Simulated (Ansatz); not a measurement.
Single-point calculation, with input and output: Ge

Ge (slab, 6 atoms in the cell), computed with DFT, PBE, PAW with Ansatz's default frozen-core files, scalar-relativistic, no spin polarisation (Ansatz 0.2.0).

It belongs to a series of runs on one base structure; here: core holes in 2p of Ge, PAW files. Figures and captions count atoms from 1; the log counts them from 0 in places.

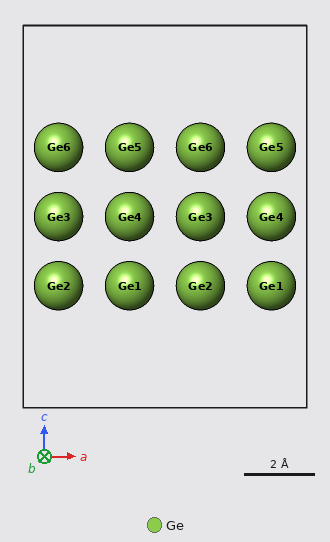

*The structure as given in the input (spheres-only view of the 2 × 1 repeat of the cell, with the vacuum cut short, along the b axis; atoms are numbered from 1 in the order of the input).*

Summary:

| quantity | value |
| --- | --- |
| outcome | converged |
| electrons treated | 84 |
| free energy | −25766.8688 eV |
| Fermi energy | −0.827 eV |
| largest force (length of the vector) | 0.002 eV/Å |
| hardware | 2 threads of Arm Neoverse V2, 24 GiB of memory available, shared host |
| wall time | 44 s (CPU time 86 s) |
| peak memory | 0.81 GiB |

Input file:
```yaml
crystal:
  lattice:
    - [4.0736070244, 0.0, 0.0]
    - [0.0, 5.7609503017, 0.0]
    - [0.0, 0.0, 20.0736]
  atoms:
    - { symbol: Ge, position: [0.75, 0.1190999919, 0.4011007003] }
    - { symbol: Ge, position: [0.25, 0.8809000081, 0.4011007003] }
    - { symbol: Ge, position: [0.25, 0.6227909738, 0.5000000004] }
    - { symbol: Ge, position: [0.75, 0.3772090262, 0.5000000004] }
    - { symbol: Ge, position: [0.75, 0.1190999904, 0.5988992993] }
    - { symbol: Ge, position: [0.25, 0.8809000096, 0.5988992993] }
kpoints:
  mp_grid: { grid: [8, 5, 1] }
scf:
  occupations: { method: fermi_dirac, width: 0.02 }
hamiltonian:
  xc: pbe
  pseudopotentials: { kind: paw }
output:
  forces: true
  stress: true
  eigenvalues: true
  core_levels:
    shells: { Ge: ["2p"] }
    counted_from: conduction_bottom
    add_spin: false
```

Run as:
```bash
ansatz run input.yaml --threads 2 --pin off --max-ram 4096MiB --backend cpu --events-out ev --progress --plain --runs-dir out
```

Log:
```
Engine: ansatz 0.2.0, aarch64-unknown-linux-gnu
Pseudopotentials: kind: paw
Pseudopotential: Ge, paw, valence charge 14, recommended cutoff 420 eV (normal), Ge.paw.azcp
Functional definition: PBE
  parameter kappa = 0.804
  parameter beta = 0.06672455060314922
  exchange = pbe_x(kappa = kappa, mu = beta*pi^2/3)
  correlation = pbe_c(beta = beta)
Crystal: 6 atoms, lattice volume = 471.084 Å³
Basis set: ecut = 420 eV, 9201 PW (Γ), exchange–correlation on 60×80×270 points (8 copies of the dense FFT grid, shifted against one another)
Bands: 51, of which v1, the nominal top of the filled ones, is band 42 counted from 1 (41 counted from 0)
Symmetry: 8 space group operations
Space group: Pmma (ITA 51), of the structure as read, at distance tolerance 7.8e-5 Å
k-points: 15 of 40
Non-local potential: Ge, projectors of the file, l = 0: 2, l = 1: 2, l = 2: 3, l = 3: 1
PAW form: soft (Blöchl's): semilocal exchange-correlation on the pseudo side does not see the compensation charge
PAW one-centre angular grid: Ge, 590 points (default); XC on 64 Gauss nodes
Initial density: superposition of atomic densities (neutral atoms: chi_scale 0, normalization atom), corrected by the library's trained network
Initial wavefunctions: pseudopotential atomic-orbital guess
Functional: x = pbe(κ = 0.804, μ = 0.2195149727645171), c = pbe(β = 0.06672455060314922)
SCF iter   1: F=—  HF=-25766.870717 eV  |F-HF|=—  |Δ(HF+E_count)|=         —  Δρ=1.64e-3  dr2=2.25e-2  ethr=1.77e-3  ⟨swp⟩=7.3  Hψ=2919  notcnv=0  defer=1
preconditioner: auto → LDOS  [insulator: Δε(μ)=0.109 eV  Ē_g=21.833 eV  σ=0.020 eV  W_gap=0.88  n_scr=72 (ndim 8)  ℏωp=15.7 eV  f_vac=0.640  D(μ)=1.24/eV (n_scr^D=4)  ε∞_Penn≈1.5  β→1.0]
SCF iter   2: F=—  HF=-25766.869341 eV  |F-HF|=—  |Δ(HF+E_count)|=   1.38e-3  Δρ=6.74e-4  dr2=4.25e-3  ethr=2.68e-5  ⟨swp⟩=3.9  Hψ=1686  notcnv=0  defer=47
SCF iter   3: F=—  HF=-25766.868942 eV  |F-HF|=—  |Δ(HF+E_count)|=   3.99e-4  Δρ=3.17e-4  dr2=9.46e-4  ethr=5.06e-6  ⟨swp⟩=2.5  Hψ=1444  notcnv=0  defer=32
automatic band count: iteration 3 solves 50 bands in place of 51: the levels show a gap, and the empty bands left out lie too high to hold charge; the band table lists the bands solved (type scf.n_extra_bands for more)
SCF iter   4: F=—  HF=-25766.868746 eV  |F-HF|=—  |Δ(HF+E_count)|=   1.95e-4  Δρ=1.15e-4  dr2=1.43e-4  ethr=1.13e-6  ⟨swp⟩=2.0  Hψ=1363  notcnv=0  defer=32
SCF iter   5: F=—  HF=-25766.868739 eV  |F-HF|=—  |Δ(HF+E_count)|=   7.18e-6  Δρ=3.31e-5  dr2=5.04e-6  ethr=1.70e-7  ⟨swp⟩=3.0  Hψ=1339  notcnv=0  defer=32
SCF iter   6: F=—  HF=-25766.868808 eV  |F-HF|=—  |Δ(HF+E_count)|=   6.84e-5  Δρ=6.73e-6  dr2=4.33e-7  ethr=6.00e-9  ⟨swp⟩=2.0  Hψ=1349  notcnv=0  defer=32
SCF iter   7: F=-25766.868808 eV  HF=-25766.868808 eV  |F-HF|=4.89e-8  |Δ(HF+E_count)|=   1.77e-7  Δρ=1.88e-6  dr2=1.55e-8  ethr=1.19e-10  ⟨swp⟩=11.5  Hψ=3049  notcnv=0
SCF 1 converged in 7 iterations: F = -25766.868808 eV  dr2 = 1.55e-8
  greatest PAW one-centre occupation: 0.998 electrons in one spin orbital (limit 2), on the Ge atom at site 4 (counted from 0), in its partial waves of l = 2
```

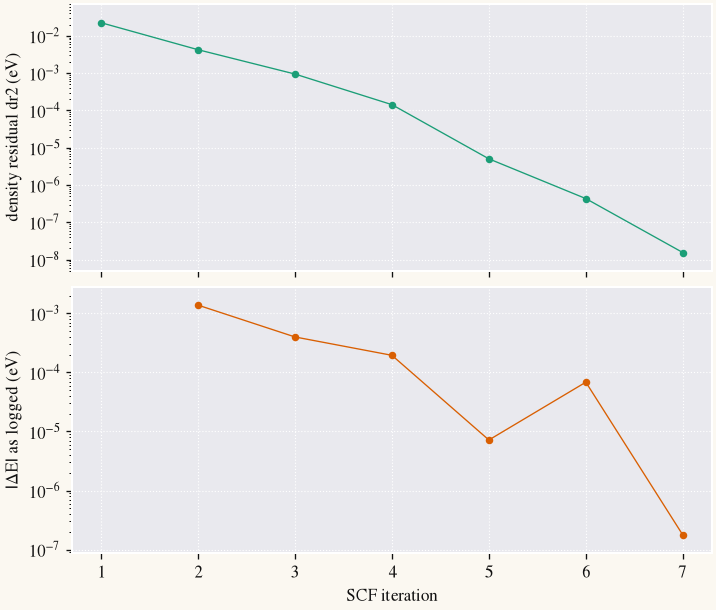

*Convergence of the self-consistent field: density residual dr2 and size of the energy change against the SCF iteration.*

The residual falls at every step.

```
── core hole 1/2: 2p of Ge 0 ──
── 2p of Ge 0: 1221.996 eV over the cell without the hole, in 9 iterations ──
── core hole 2/2: 2p of Ge 2 ──
── 2p of Ge 2: 1222.432 eV over the cell without the hole, in 9 iterations ──
SCF converged after 7 iterations
Free energy (F): -25766.868808 eV
Harris-Foulkes:  -25766.868808 eV  (|F-HF|=4.89e-8)
Internal energy: -25766.866191 eV  (E = F + TS)
E sigma→0 (E₀):  -25766.867499 eV
Entropy (-TS):   -0.002617 eV (-0.436 meV/atom)
Fermi energy:    -0.827464 eV
--- Per-component energies (eV) ---
  E_band       = -1650.687812
  E_kinetic    = 660.895749
  E_local      = -61770.617671  (includes V_loc(G=0)·N_el)
  E_nonlocal   = 2501.551555
  E_hartree    = 29598.859741
  E_xc         = -449.236752
  E_vxc        = -381.377778  (∫ρ·V_xc dr)
  E_paw        = -12108.911173  (= ΣΔE_a)
  E_vpaw       = -1858.864176  (= ΣTr[D̂ρ^β])
  E_aug_tail   = 0.001882  (compensation charges beyond the density's cutoff)
  E_ewald      = 15800.590479
  E_smearing   = -0.002617  (= −TS)
  E_closure    = -0.000000  (closes the sum)
  Σ components = -25766.868808   (vs F -25766.868808, Δ=0.00e0)
--- Forces (eV/Å), atoms counted from 1 ---
  atom   1  Ge    -0.00000000     0.00085007     0.00100047
  atom   2  Ge     0.00000000    -0.00085007     0.00100047
  atom   3  Ge     0.00000000     0.00245909     0.00000000
  atom   4  Ge     0.00000000    -0.00245909     0.00000000
  atom   5  Ge    -0.00000000     0.00085007    -0.00100047
  atom   6  Ge     0.00000000    -0.00085007    -0.00100047
  max |Σ_I F_I| component: 1.39e-17 eV/Å
--- Stress (GPa, compression-positive) ---
        0.249778       0.000000       0.000000
        0.000000       0.452080       0.000000
        0.000000       0.000000      -0.002644
  P = ⅓ Tr σ = 0.2331 GPa (2.331 kbar)
--- Band table (eV; the first three rows and the last of 15) ---
  k-point 0: bands = ["-25.4041", "-25.4029", "-25.3852", "-25.3594", "-25.3474", "-25.3133", "-25.3018", "-25.2993", "-25.2961", "-25.2887", "-25.2606", "-25.2327", "-25.2227", "-25.2191", "-25.2132", "-25.2102", "-25.2046", "-25.1598", "-25.1523", "-25.1523", "-25.1462", "-25.1355", "-25.1048", "-25.1010", "-25.0929", "-25.0885", "-25.0854", "-25.0691", "-25.0205", "-25.0196", "-12.4908", "-11.0031", "-9.7098", "-8.5346", "-6.2025", "-3.8446", "-3.6598", "-3.1287", "-2.8613", "-2.0178", "-1.4402", "-1.0227", "-0.3675", "0.5052", "0.8289", "1.2742", "1.4732", "2.4207", "2.6985", "3.4010"]
  k-point 1: bands = ["-25.4021", "-25.4005", "-25.3840", "-25.3645", "-25.3433", "-25.3239", "-25.3061", "-25.2997", "-25.2932", "-25.2784", "-25.2603", "-25.2438", "-25.2253", "-25.2228", "-25.2175", "-25.1973", "-25.1971", "-25.1676", "-25.1551", "-25.1459", "-25.1363", "-25.1361", "-25.1057", "-25.1039", "-25.0925", "-25.0913", "-25.0806", "-25.0720", "-25.0220", "-25.0202", "-12.3462", "-10.9688", "-10.3674", "-7.8012", "-6.5186", "-4.1639", "-3.3616", "-2.9891", "-2.6478", "-1.9984", "-1.3407", "-1.2827", "-0.1691", "0.3903", "0.6381", "0.9822", "1.3342", "2.5285", "3.0769", "3.5867"]
  k-point 2: bands = ["-25.4006", "-25.3904", "-25.3820", "-25.3768", "-25.3339", "-25.3336", "-25.3088", "-25.3046", "-25.3006", "-25.2600", "-25.2547", "-25.2526", "-25.2337", "-25.2317", "-25.2229", "-25.1839", "-25.1836", "-25.1712", "-25.1559", "-25.1517", "-25.1387", "-25.1173", "-25.1074", "-25.1006", "-25.1006", "-25.0913", "-25.0776", "-25.0767", "-25.0246", "-25.0212", "-11.9199", "-11.2372", "-10.9099", "-6.9098", "-6.7781", "-5.0985", "-2.5991", "-2.5872", "-2.0328", "-1.9840", "-1.9663", "-0.9730", "-0.8641", "-0.2713", "0.9202", "1.0277", "1.5138", "2.5347", "3.6978", "3.8524"]
  k-point 14: bands = ["-25.4045", "-25.4045", "-25.3978", "-25.3978", "-25.3037", "-25.3037", "-25.2961", "-25.2961", "-25.2791", "-25.2791", "-25.2668", "-25.2668", "-25.2267", "-25.2267", "-25.1950", "-25.1950", "-25.1791", "-25.1791", "-25.1679", "-25.1679", "-25.1599", "-25.1599", "-25.1104", "-25.1104", "-25.0948", "-25.0948", "-25.0317", "-25.0317", "-25.0226", "-25.0226", "-10.4842", "-10.4842", "-8.9307", "-8.9307", "-7.9993", "-7.9993", "-3.5961", "-3.5961", "-3.3187", "-3.3187", "-1.6551", "-1.6551", "-0.2714", "-0.2714", "1.9062", "1.9062", "2.9945", "2.9945", "4.1440", "4.1440"]
--- Core levels from the conduction bottom, as differences alone (as output.core_levels.counted_from types it; a hole's nearest image at 4.1 Å) ---
  the holes have no spin, as output.core_levels.add_spin types it
  atom         alike  shell      binding/eV   shift/eV difference/eV images/eV   SCF
  Ge 0             4     2p               –     +0.000      1221.996         –     9
  Ge 2             2     2p               –     +0.437      1222.432         –     9
  the dataset of Ge with a 2p hole: scattering error 0.009 eV; free atom: scalar-relativistic, large and small components
  the two lines of Ge's 2p: 2p1/2 +20.813 eV and 2p3/2 -10.406 eV off its levels, 1 : 2 in strength
```
